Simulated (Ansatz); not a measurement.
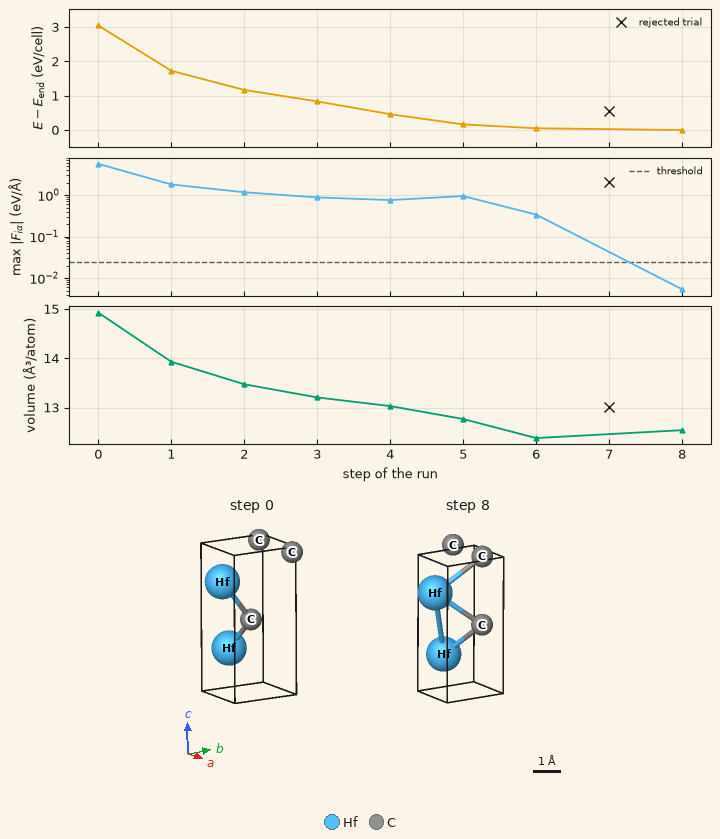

First and last geometry of a relaxation of solid HfC (a generated structure, set up in P1) (coarse preliminary run), with the history of the run. The picture is a ball-and-stick view of the cell of the calculation, reduced to other axes, seen slightly off an axis. Lengths and directions refer to the drawn axes.

Computed with DFT PBE, scalar-relativistic, plane waves, PAW (Ansatz). (plane-wave cutoff 420 eV; k-point mesh 8 × 8 × 4; occupations gaussian; smearing width 0.2 eV; no spin polarisation; cell and atoms relaxed; force threshold 0.025 eV/Å; at most 60 steps)

> Read the history and describe the run.

The run was cut off at its time limit before the relaxation converged, so the last structure is only a point on the way. Over 7 accepted moves (8 points after the start) the energy falls by 3.047 eV per cell of the calculation. The largest force component goes from 5.7 to 0.0054 eV/Å. The pressure goes from 4.21 to 0.58 GPa. The line search rejected the trial step at point 7 of the run. The largest moves relative to the cell, 0.78 Å, are those of C atoms. Largest moves by element: C 0.78 Å, Hf 0.28 Å. The volume changes by −16.0 %, with a 3.350 → 3.315 Å (−1.1 %), b 3.425 → 3.315 Å (−3.2 %), c 5.713 → 5.270 Å (−7.8 %), α 90.3° → 90.0°, β 90.8° → 90.0°, γ 114.4° → 120.0°. Among the contacts that change: C–Hf 3.508 → 2.324 Å, C–Hf 3.415 → 2.324 Å, C–Hf 3.153 → 2.324 Å, C–Hf 2.919 → 2.323 Å. New bonds form: C–Hf (2.92 → 2.32 Å), C–Hf (3.15 → 2.32 Å), C–Hf (3.41 → 2.32 Å), C–Hf (3.51 → 2.32 Å). Among the angles between lasting bonds that change: Hf–C–Hf 136.9° → 180.0°, Hf–C–Hf 124.6° → 89.0°, Hf–C–Hf 118.7° → 89.0°. The space group (tolerance 0.01 Å) goes from P1 (No. 1) to P6_3/mmc (No. 194). Cost: 5.7 min on 1 thread of Arm Neoverse V1 (shared host), peak memory 0.47 GiB.

| step | E − E(0), meV/atom | largest force component, eV/Å | pressure, GPa | volume, Å³/atom | note |
| --- | --- | --- | --- | --- | --- |
| 0 | 0.00 | 5.6501 | 4.21 | 14.928 |  |
| 1 | -329.72 | 1.7976 | 4.73 | 13.931 |  |
| 2 | -469.55 | 1.1668 | 2.86 | 13.473 |  |
| 3 | -553.10 | 0.8763 | 1.44 | 13.205 |  |
| 4 | -646.32 | 0.7550 | -1.78 | 13.029 |  |
| 5 | -720.59 | 0.9441 | -1.47 | 12.767 |  |
| 6 | -748.94 | 0.3383 | 3.59 | 12.380 |  |
| 7 | -621.27 | 2.0975 | -1.51 | 13.011 | rejected |
| 8 | -761.77 | 0.0054 | 0.58 | 12.540 |  |
